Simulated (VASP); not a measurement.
# ZnCu: interstitial C from one void to a neighbouring one, part 2 of 5

How hard is this move in ZnCu: interstitial C from one void to a neighbouring one? Both ends are relaxed first, then a band of images between them. The start is a cell from a database of measured crystal structures.

VASP 6.6.1, plane waves and PAW; the level of theory is named at each step.

So far. Step 2 (Relax the host): The run ended after 3 ionic steps, 0.016 eV below its first step, once forces and stress met EDIFFG = -0.02.

**3. Relax the start**

This step: PBEsol; plane waves and PAW (Zn, Cu, C) (VASP 6.6.1).

System of this step: Zn16Cu16C. The cell holds 33 atoms: 16 Zn, 16 Cu and 1 C. Its edges and angles: a = 8.222 Å, b = 8.222 Å, c = 8.222 Å, α = 60.0°, β = 60.0°, γ = 60.0°. It derives from ZnCu. Nearest the centre at fractional (0.062, 0.188, 0.354): C33 at 0.54 Å, Zn8 at 1.53 Å, Cu21 at 1.53 Å, Cu20 at 1.55 Å, Zn1 at 1.94 Å, Zn4 at 2.29 Å, Zn10 at 2.58 Å, Cu24 at 2.82 Å.

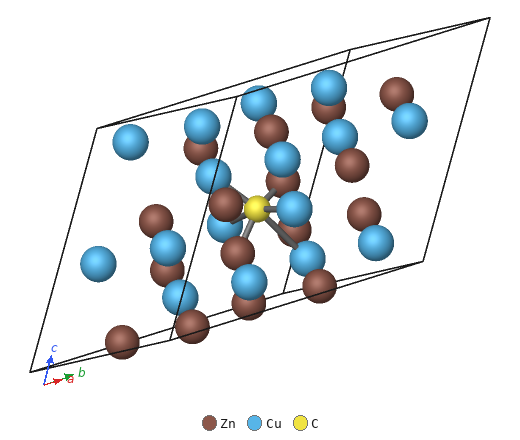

The cell of this step (zinc brown, copper blue, carbon yellow).

A path needs two true minima; the start is relaxed with symmetry off.

Input file INCAR:

```
SYSTEM = Zn16Cu16C
PREC = Normal
ENCUT = 400
EDIFF = 1E-05
NELM = 120
ISMEAR = 1
SIGMA = 0.15
LREAL = Auto
ALGO = Fast
GGA = PS
NBANDS = 216
LASPH = .TRUE.
LORBIT = 11
LWAVE = .FALSE.
LCHARG = .FALSE.
KPAR = 6
IBRION = 2
NSW = 60
ISIF = 2
EDIFFG = -0.05
POTIM = 0.4
MAXMIX = 40
ISYM = 0
```

Input file POSCAR:

```
Zn16Cu16C
1.0
    0.0000000000      5.8135098366      5.8135098366
    5.8135098366      0.0000000000      5.8135098366
    5.8135098366      5.8135098366      0.0000000000
Zn Cu C
16 16 1
Direct
    0.1263872360      0.1247495543      0.1264393461
    0.6295667553      0.1219688904      0.1235479066
    0.1275503418      0.6237038829      0.1244488570
    0.1254833616      0.1263974746      0.6246144184
    0.3751572627      0.3731841203      0.3742822843
    0.6235351691      0.6254587029      0.1266014853
    0.6259165864      0.1241114248      0.6231986048
    0.8794317308      0.3740316652      0.3750201885
    0.1261135737      0.6232851645      0.6173877249
    0.3764675392      0.8742801053      0.3742674488
    0.3687946875      0.3799062521      0.8773796691
    0.6237391348      0.6285419773      0.6284856933
    0.8733373141      0.8772388085      0.3709928746
    0.8715260353      0.3761234856      0.8742515514
    0.3733297905      0.8763321350      0.8734200159
    0.8740260816      0.8742321422      0.8760963444
    0.0010635007      0.0000403017      0.0020023476
    0.5018034587     -0.0035285440      0.0007136172
   -0.0017828831      0.5049288903     -0.0019043470
   -0.0026534485      0.0015735519      0.4983574245
    0.2486866814      0.2479343336      0.2522517924
    0.5014452680      0.4969489908     -0.0007586448
    0.4980652420     -0.0037375034      0.5045477045
    0.7511571874      0.2478192422      0.2530559197
    0.0031246269      0.4977472956      0.4994632893
    0.2453162253      0.7495859309      0.2534961421
    0.2507560088      0.2519113087      0.7477102254
    0.4948058140      0.5010825113      0.4995836365
    0.7485477493      0.7492496455      0.2537908208
    0.7515739660      0.2500374679      0.7499589240
    0.2487708202      0.7509029455      0.7521115577
    0.7483895040      0.7438669664      0.7552425283
    0.0395101492      0.2055862762      0.2939367131
```

Input file KPOINTS:

```
Automatic mesh
0
Gamma
3 3 3
0 0 0
```

Potentials, in the order of the species: Zn, Cu and C (PBE family, release 64).

Run with:

```
$ mpirun -np 6 vasp_std
```

The log of the run:

```text
[banner, memory and clock lines left out]
running    6 mpi-ranks, on    1 nodes
 distrk:  each k-point on    1 cores,    6 groups
 distr:  one band on    1 cores,    1 groups

 POSCAR found type information on POSCAR ZnCuC
 POSCAR found :  3 types and      33 ions
 [... a notice as in an earlier step ...]

 [... a notice as in an earlier step ...]

 LDA part: xc-table for (Slater+PW92), standard interpolation
 POSCAR, INCAR and KPOINTS ok, starting setup
 FFT: planning ... GRIDC
 FFT: planning ... GRID_SOFT
 FFT: planning ... GRID
 WAVECAR not read
 entering main loop
       N       E                     dE             d eps       ncg     rms          rms(c)
DAV:   1     0.367560697500E+04    0.36756E+04   -0.12984E+05  6056   0.249E+03
DAV:   2     0.630285439614E+03   -0.30453E+04   -0.29494E+04  6048   0.627E+02
DAV:   3    -0.687090432922E+02   -0.69899E+03   -0.66469E+03  6048   0.283E+02
DAV:   4    -0.123174122382E+03   -0.54465E+02   -0.52267E+02  7784   0.935E+01
DAV:   5    -0.125130516911E+03   -0.19564E+01   -0.19305E+01  9024   0.166E+01    0.518E+01
RMM:   6    -0.116894024455E+03    0.82365E+01   -0.33314E+02  6072   0.962E+01    0.288E+01
RMM:   7    -0.978468644649E+02    0.19047E+02   -0.10478E+02  6048   0.524E+01    0.127E+01
RMM:   8    -0.979150566275E+02   -0.68192E-01   -0.33420E+00  6538   0.614E+00    0.628E+00
RMM:   9    -0.979594904173E+02   -0.44434E-01   -0.14912E+00  6115   0.503E+00    0.356E+00
RMM:  10    -0.978058508968E+02    0.15364E+00   -0.62566E-01  6103   0.385E+00    0.702E-01
RMM:  11    -0.978140235631E+02   -0.81727E-02   -0.18196E-01  7142   0.114E+00    0.338E-01
RMM:  12    -0.978141255869E+02   -0.10202E-03   -0.22824E-02  6710   0.539E-01    0.226E-01
RMM:  13    -0.978141630186E+02   -0.37432E-04   -0.74614E-03  6948   0.278E-01    0.140E-01
RMM:  14    -0.978141254844E+02    0.37534E-04   -0.24912E-03  6215   0.195E-01    0.826E-02
RMM:  15    -0.978140640381E+02    0.61446E-04   -0.43756E-04  6359   0.915E-02    0.243E-02
RMM:  16    -0.978140698728E+02   -0.58346E-05   -0.19622E-04  6475   0.528E-02    0.140E-02
RMM:  17    -0.978140717115E+02   -0.18388E-05   -0.40415E-05  4161   0.235E-02
   1 F= -.97814072E+02 E0= -.97809790E+02  d E =-.978141E+02
 curvature:   0.00 expect dE= 0.000E+00 dE for cont linesearch  0.000E+00
 trial: gam= 0.00000 g(F)=  0.215E+02 g(S)=  0.000E+00 ort = 0.000E+00 (trialstep = 0.100E+01)
 search vector abs. value=  0.215E+02
 bond charge predicted
       N       E                     dE             d eps       ncg     rms          rms(c)
DAV:   1    -0.682925608137E+02    0.29522E+02   -0.56060E+03  6528   0.186E+02    0.294E+01
RMM:   2    -0.931480947542E+02   -0.24856E+02   -0.26658E+02  6360   0.677E+01    0.215E+01
RMM:   3    -0.998309814916E+02   -0.66829E+01   -0.68486E+01  6212   0.328E+01    0.148E+01
RMM:   4    -0.101068588814E+03   -0.12376E+01   -0.16860E+01  7198   0.157E+01    0.124E+01
RMM:   5    -0.101120975571E+03   -0.52387E-01   -0.36224E+00  7256   0.634E+00    0.810E+00
RMM:   6    -0.101086508323E+03    0.34467E-01   -0.10585E+00  6112   0.445E+00    0.401E+00
RMM:   7    -0.101058194124E+03    0.28314E-01   -0.45398E-01  6740   0.322E+00    0.152E+00
RMM:   8    -0.101065100115E+03   -0.69060E-02   -0.16261E-01  6886   0.128E+00    0.124E+00
RMM:   9    -0.101054579524E+03    0.10521E-01   -0.37913E-02  6942   0.802E-01    0.718E-01
RMM:  10    -0.101051613128E+03    0.29664E-02   -0.27459E-02  6522   0.547E-01    0.279E-01
RMM:  11    -0.101051546131E+03    0.66997E-04   -0.59756E-03  6117   0.324E-01    0.279E-01
RMM:  12    -0.101051276884E+03    0.26925E-03   -0.22303E-03  6601   0.168E-01    0.106E-01
RMM:  13    -0.101051261027E+03    0.15858E-04   -0.10227E-03  6352   0.120E-01    0.667E-02
RMM:  14    -0.101051228848E+03    0.32179E-04   -0.22702E-04  6266   0.626E-02    0.200E-02
RMM:  15    -0.101051231075E+03   -0.22269E-05   -0.79816E-05  5496   0.333E-02
   2 F= -.10105123E+03 E0= -.10104652E+03  d E =-.323716E+01
[... from here on, the cycles between the ionic steps are left out ...]
   3 F= -.10249741E+03 E0= -.10249285E+03  d E =-.468333E+01
   4 F= -.10250252E+03 E0= -.10249794E+03  d E =-.468845E+01
   5 F= -.10250296E+03 E0= -.10249839E+03  d E =-.468889E+01
   6 F= -.10291598E+03 E0= -.10291096E+03  d E =-.413020E+00
   7 F= -.10297717E+03 E0= -.10297168E+03  d E =-.474209E+00
   8 F= -.10310686E+03 E0= -.10310065E+03  d E =-.129694E+00
   9 F= -.10319447E+03 E0= -.10318755E+03  d E =-.217306E+00
  10 F= -.10330195E+03 E0= -.10329517E+03  d E =-.107477E+00
  11 F= -.10336357E+03 E0= -.10335728E+03  d E =-.169100E+00
  12 F= -.10347622E+03 E0= -.10347066E+03  d E =-.112648E+00
  13 F= -.10353332E+03 E0= -.10352895E+03  d E =-.169749E+00
  14 F= -.10357501E+03 E0= -.10357075E+03  d E =-.416886E-01
  15 F= -.10360102E+03 E0= -.10359685E+03  d E =-.676933E-01
  16 F= -.10362550E+03 E0= -.10362117E+03  d E =-.244877E-01
  17 F= -.10363336E+03 E0= -.10362890E+03  d E =-.323479E-01
  18 F= -.10364994E+03 E0= -.10364502E+03  d E =-.165735E-01
  19 F= -.10365348E+03 E0= -.10364831E+03  d E =-.201191E-01
  20 F= -.10366447E+03 E0= -.10365902E+03  d E =-.109854E-01
  21 F= -.10366469E+03 E0= -.10365919E+03  d E =-.112077E-01
  22 F= -.10367113E+03 E0= -.10366569E+03  d E =-.643888E-02
  23 F= -.10367488E+03 E0= -.10366954E+03  d E =-.101857E-01
  24 F= -.10367907E+03 E0= -.10367384E+03  d E =-.419194E-02
  25 F= -.10367961E+03 E0= -.10367442E+03  d E =-.473448E-02
  26 F= -.10367994E+03 E0= -.10367482E+03  d E =-.506868E-02
  27 F= -.10368220E+03 E0= -.10367707E+03  d E =-.225766E-02
  28 F= -.10368248E+03 E0= -.10367735E+03  d E =-.253517E-02
 curvature:  -2.92 expect dE=-0.518E-02 dE for cont linesearch -0.156E-04
 trial: gam= 0.34199 g(F)=  0.177E-02 g(S)=  0.000E+00 ort = 0.204E-03 (trialstep = 0.146E+01)
 search vector abs. value=  0.282E-02
 bond charge predicted
       N       E                     dE             d eps       ncg     rms          rms(c)
DAV:   1    -0.103683276332E+03   -0.80674E-03   -0.10699E+00  6112   0.255E+00    0.105E-01
RMM:   2    -0.103684482534E+03   -0.12062E-02   -0.10848E-02  6252   0.513E-01    0.172E-01
RMM:   3    -0.103684805053E+03   -0.32252E-03   -0.39416E-03  7206   0.208E-01    0.153E-01
RMM:   4    -0.103684720173E+03    0.84881E-04   -0.41893E-04  6934   0.764E-02    0.128E-01
RMM:   5    -0.103684611765E+03    0.10841E-03   -0.98225E-05  5642   0.379E-02    0.934E-02
RMM:   6    -0.103684529740E+03    0.82025E-04   -0.13957E-04  6075   0.351E-02    0.480E-02
RMM:   7    -0.103684525148E+03    0.45923E-05   -0.22394E-05  3671   0.203E-02
  29 F= -.10368453E+03 E0= -.10367931E+03  d E =-.204577E-02
 trial-energy change:   -0.002046  1 .order   -0.001916   -0.002690   -0.001142
 step:   2.0856(harm=  2.5352)  dis= 0.00667  next Energy=  -103.684780 (dE=-0.230E-02)
 reached required accuracy - stopping structural energy minimisation
```

Run time: 35 min. Hardware: 6 MPI ranks of Intel Xeon 6975P-C (Granite Rapids), shared host; peak memory 4 GiB; 3.1 h of CPU time.

Parts of OUTCAR (step 3):

```text
 Found     14 irreducible k-points:

   k-points           NKPTS =     14   k-points in BZ     NKDIM =     14   number of bands    NBANDS=    216

   dimension x,y,z NGX =    40 NGY =   40 NGZ =   40
   dimension x,y,z NGXF=    80 NGYF=   80 NGZF=   80

   ENCUT  =  400.0 eV  29.40 Ry    5.42 a.u.  13.41 13.41 13.41*2*pi/ulx,y,z

   NELECT =     372.0000    total number of electrons

 E-fermi :   6.1892

 k-point     1 :       0.0000    0.0000    0.0000
  band No.  band energies     occupation
    ...
    179       3.9076      2.00000
    180       4.0582      2.00000
    181       4.1194      2.00000
    182       5.0970      2.00000
    183       6.1986      0.89436
    184       6.3634     -0.06956
    185       6.8631     -0.00000
    186       7.7882     -0.00000
    187       7.9942     -0.00000
    188       8.0955     -0.00000
    ...

 k-point     2 :       0.3333    0.0000    0.0000
  band No.  band energies     occupation
    ...
    181       4.9091      2.00000
    182       4.9772      2.00000
    183       5.3386      2.00000
    184       5.8762      2.01197
    185       6.1832      1.06756
    186       6.2814      0.14684
    187       6.3934     -0.06617
    188       6.5536     -0.00316
    189       6.6911     -0.00002
    190       7.3292     -0.00000
    ...

  Total       11.9105123      8.2674696      7.3274602      0.0280225      0.0300610     -0.0108704
  in kB       48.5619138     33.7083862     29.8757504      0.1142543      0.1225657     -0.0443212
  external PRESSURE =      37.3820168 kB  Pullay stress =       0.0000000 kB

  energy-cutoff  :      400.00
  volume of cell :      392.96
      direct lattice vectors                 reciprocal lattice vectors
     0.000000000  5.813509837  5.813509837    -0.086006563  0.086006563  0.086006563
     5.813509837  0.000000000  5.813509837     0.086006563 -0.086006563  0.086006563
     5.813509837  5.813509837  0.000000000     0.086006563  0.086006563 -0.086006563

 POSITION                                       TOTAL-FORCE (eV/Angst)
 -----------------------------------------------------------------------------------
      0.99525      1.47338      1.45115        -0.031676      0.000057      0.000501
      1.59828      4.42908      4.40994        -0.012113     -0.002592     -0.032748
      4.41851      1.42246      4.38712        -0.001941     -0.003687     -0.011075
      4.32777      4.33088      1.44711         0.018343     -0.003163     -0.004250
      4.21580      4.42559      4.41025         0.007110      0.007597     -0.024833
      4.34621      4.32339      7.25977         0.002624      0.002744     -0.006138
      4.41862      7.23602      4.31994        -0.000372      0.002962      0.020260
      4.81952      7.28860      7.26299        -0.010275     -0.003334     -0.002140
      7.41192      4.42932      4.30489        -0.008380      0.001410      0.023244
      7.29768      4.33289      7.26201        -0.013997     -0.006729     -0.001396
      7.20785      7.23547      4.38490         0.000017     -0.008534     -0.009517
      7.25390      7.29378      7.26637        -0.022867      0.019842     -0.004010
      7.20787      7.23611     10.13227         0.006022     -0.003041      0.019363
      7.27996     10.13805      7.26061         0.003714      0.003873     -0.000242
     10.18650      7.29449      7.26469         0.024419      0.025520     -0.004811
     10.03031     10.24125     10.12209        -0.003238      0.000693      0.016408
      5.74866     11.49802      5.75767        -0.003315      0.005011      0.007813
     11.59972      8.86011      8.84779        -0.012505     -0.003778     -0.008075
      2.90800      0.14610      2.78242         0.004068     -0.016121      0.015273
      8.71871      8.67248     11.55393        -0.000948     -0.005341      0.030666
      2.90677      2.86222      2.97124        -0.002029     -0.009780     -0.040004
      8.71792      8.65760      5.79744         0.004290      0.010785     -0.021858
      8.72137      5.85158      8.66554         0.000488      0.000154      0.017342
      2.90661      5.96461      5.92729         0.003727     -0.020955     -0.016199
      5.84037      3.04651      3.03459         0.013054     -0.003866     -0.009755
      5.78941      3.04273      5.67505        -0.014346     -0.001826      0.019874
      5.74617      5.67912      2.95344         0.002857      0.011898     -0.002090
      5.87951      5.68362      5.75687        -0.003190      0.006210      0.005379
      5.87718      5.67961      8.76837        -0.000964      0.012213     -0.007929
      5.84074      8.85711      5.67549         0.015428     -0.009002      0.014476
      8.71977      5.85794      5.86108        -0.001421     -0.006343     -0.017210
      8.72039      8.66498      8.72648         0.002957      0.010856      0.025608
      2.90585      1.62627      1.44981         0.034461     -0.013733      0.008075
 -----------------------------------------------------------------------------------
    total drift:                               -0.003550     -0.006982     -0.000775

  FREE ENERGIE OF THE ION-ELECTRON SYSTEM (eV)
  ---------------------------------------------------
  free  energy   TOTEN  =      -103.6845251478 eV

  energy  without entropy=     -103.6688924095  energy(sigma->0) =     -103.67931424

 total charge
# of ion       s       p       d       tot
------------------------------------------
    1        0.627   0.664   9.765  11.056
    2        0.599   0.602   9.743  10.943
    3        0.600   0.552   9.742  10.894
    4        0.599   0.544   9.744  10.886
    5        0.599   0.601   9.743  10.943
    6        0.595   0.548   9.740  10.883
    7        0.600   0.552   9.742  10.894
    8        0.627   0.663   9.765  11.054
    9        0.599   0.601   9.742  10.943
   10        0.599   0.544   9.744  10.886
   11        0.600   0.552   9.742  10.894
   12        0.589   0.580   9.742  10.912
   13        0.601   0.552   9.742  10.895
   14        0.595   0.548   9.740  10.883
   15        0.589   0.579   9.742  10.911
   16        0.599   0.601   9.743  10.943
   17        0.453   0.431   9.184  10.067
   18        0.454   0.423   9.183  10.060
   19        0.438   0.457   9.174  10.069
   20        0.452   0.465   9.168  10.084
   21        0.452   0.465   9.168  10.084
   22        0.444   0.435   9.175  10.054
   23        0.443   0.437   9.174  10.054
   24        0.438   0.458   9.174  10.070
   25        0.454   0.424   9.183  10.060
   26        0.453   0.423   9.183  10.059
   27        0.453   0.431   9.183  10.067
   28        0.453   0.430   9.184  10.066
   29        0.453   0.431   9.184  10.067
   30        0.454   0.423   9.183  10.060
   31        0.443   0.436   9.174  10.054
   32        0.444   0.435   9.175  10.053
   33        0.867   1.517   0.000   2.385
--------------------------------------------------
tot         17.665  17.804 302.768 338.236

[... 1 part as in an earlier step ...]

[... 7 further parts left out ...]
```

The steps of the relaxation (22 of 29):

```
step  energy less that of the first step (eV)  largest force (eV/Å)
   1                                   0.0000               15.8725
   2                                  -3.2372                5.2363
   4                                  -4.6885                2.1289
   5                                  -4.6889                2.1834
   6                                  -5.1019                0.6888
   8                                  -5.2928                0.6957
   9                                  -5.3804                0.9885
  10                                  -5.4879                0.6021
  12                                  -5.6622                0.7117
  13                                  -5.7193                0.3917
  14                                  -5.7609                0.3160
  16                                  -5.8114                0.1793
  17                                  -5.8193                0.3203
  18                                  -5.8359                0.2095
  20                                  -5.8504                0.1126
  21                                  -5.8506                0.1752
  22                                  -5.8571                0.1151
  24                                  -5.8650                0.0597
  25                                  -5.8655                0.0812
  26                                  -5.8659                0.1489
  28                                  -5.8684                0.0854
  29                                  -5.8705                0.0412
```

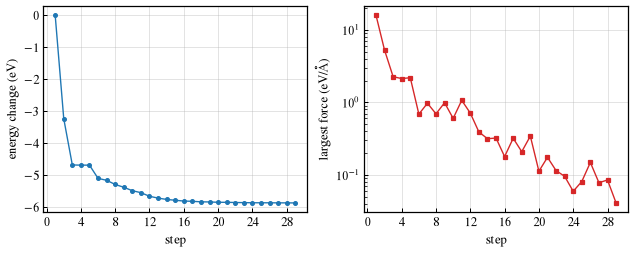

Energy and largest force along the relaxation.

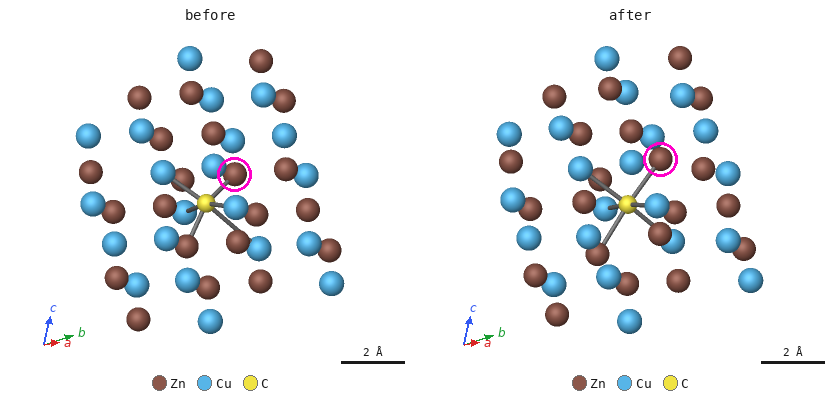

Before and after: the atoms that start within 5 Å of the centre. Zn8, which moves most, is ringed if it is among them.

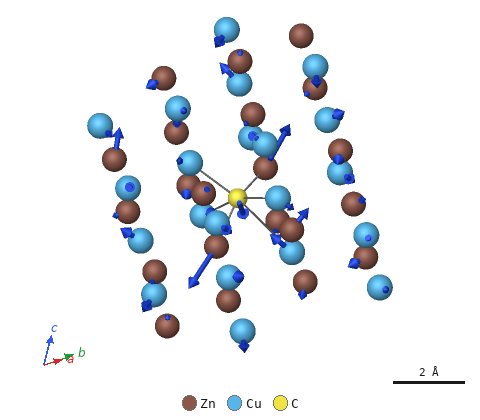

Displacements in the relaxation near the centre, exaggerated; the longest in the cell stands for 0.47 Å.

The atoms that moved most (Å):

```
atom      dx      dy      dz  length
 Zn8   0.465  -0.004  -0.024   0.466
 Zn1  -0.465   0.004  -0.009   0.465
 C33   0.002  -0.312   0.025   0.313
 Zn9   0.199   0.107  -0.052   0.232
Cu19  -0.016   0.168  -0.143   0.221
Cu30   0.027   0.128  -0.147   0.197
Cu18  -0.011   0.125   0.138   0.186
Cu26  -0.042   0.143  -0.109   0.184
```

Final coordinates:

```xyz
33
Lattice="0.0000 5.8135 5.8135 5.8135 0.0000 5.8135 5.8135 5.8135 0.0000" Properties=species:S:1:pos:R:3 pbc="T T T"
Zn    0.9953    1.4734    1.4512
Zn    1.5983    4.4291    4.4099
Zn    4.4185    1.4225    4.3871
Zn    4.3278    4.3309    1.4471
Zn    4.2158    4.4256    4.4102
Zn    4.3462    4.3234    7.2598
Zn    4.4186    7.2360    4.3199
Zn    4.8195    7.2886    7.2630
Zn    7.4119    4.4293    4.3049
Zn    7.2977    4.3329    7.2620
Zn    7.2079    7.2355    4.3849
Zn    7.2539    7.2938    7.2664
Zn    7.2079    7.2361   10.1323
Zn    7.2800   10.1381    7.2606
Zn   10.1865    7.2945    7.2647
Zn   10.0303   10.2413   10.1221
Cu   -0.0649   -0.1290   -0.0558
Cu   -0.0273    3.0466    3.0343
Cu    2.9080    0.1461    2.7824
Cu    2.9052    2.8590   -0.0731
Cu    2.9068    2.8622    2.9712
Cu    2.9044    2.8441    5.7974
Cu    2.9079    5.8516    2.8520
Cu    2.9066    5.9646    5.9273
Cu    5.8404    3.0465    3.0346
Cu    5.7894    3.0427    5.6751
Cu    5.7462    5.6791    2.9534
Cu    5.8795    5.6836    5.7569
Cu    5.8772    5.6796    8.7684
Cu    5.8407    8.8571    5.6755
Cu    8.7198    5.8579    5.8611
Cu    8.7204    8.6650    8.7265
C     2.9058    1.6263    1.4498
```

This step gave:

```yaml
electronic_cycles: 258
electrons: 372
free_energy_toten: -103.6845 eV
energy_at_zero_smearing: -103.6793 eV
fermi_energy: 6.189 eV
```

The run ended after 29 ionic steps, 5.870 eV below its first step, once the forces on the free atoms met EDIFFG = -0.05.

(Continued in part 3 of 5.)

[Lines on the potential files, build, host, timing and source positions are cut from VASP's logs without a mark.]

[Logs are printed without paths, hosts, clocks, repeated set-up lines and the standing remarks that a program may print on its own settings, such as how far it seeks lower states.]

[Hosts, paths, dates, database ids (printed as entryN), source tags and the programs' standing remarks are cut or masked in the printed files.]

[Runs that stopped without an error message from VASP are left out.]
